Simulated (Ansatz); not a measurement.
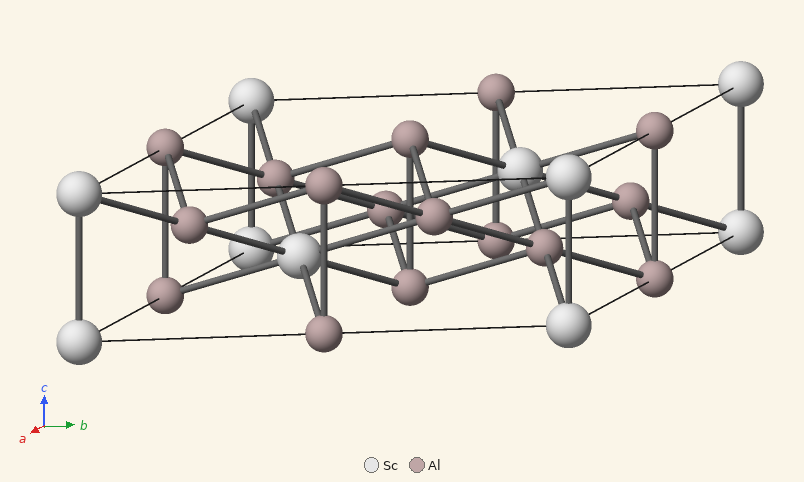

View slightly off an axis, drawn as a ball-and-stick model. Lines trace the edges of the conventional unit cell. Cell: a = 9.36 Å, b = 9.36 Å, c = 2.85 Å, α = 90.00°, β = 90.00°, γ = 120.00°.

The model was built from a structure type filled with these elements by a generator (whether the compound takes this form wasn't checked). Earlier steps of the study may have refined or changed the cell and positions. A calculation with Ansatz used it as input.

### What can be read from this drawing?

Chemical formula ScAl$_{3}$. Its lattice is rhombohedral (trigonal R), its space group R-3m (No. 166). Content of the cell: 3 Sc, 9 Al (Z = 3). About every Sc there are six Al and two Sc in a cubic arrangement (about 2.9 Å to Al, 2.8 Å to Sc). Each Al has six Al and two Sc in a cubic arrangement (about 2.9 Å to Al, 2.9 Å to Sc). The bonds build a three-dimensional framework.

All computed values are from DFT PBE, scalar-relativistic, plane waves, PAW in Ansatz 0.2.0. Settings: E_cut = 420 eV, k-points about 0.13 Å⁻¹ apart, Gaussian smearing of 0.1 eV, no spin polarisation.

### Does it come out as a metal, or with a gap?

A metal: bands cross the Fermi level.

### What does a Bader analysis give?

Sc +1.04 e; Al -0.35 e.

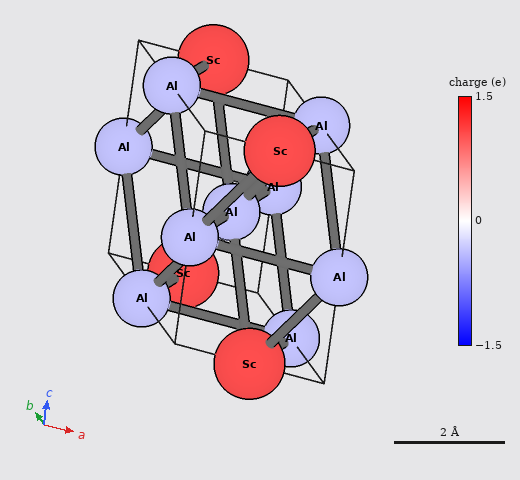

The atoms coloured by those charges. The run's cell of 4 atoms is drawn in a reduced setting, so axes and origin can differ from the first picture.

### Is this an equilibrium geometry for the method given?

Yes. All forces vanish to within 0.01 eV/Å. The pressure is 0.0 GPa, close to zero.
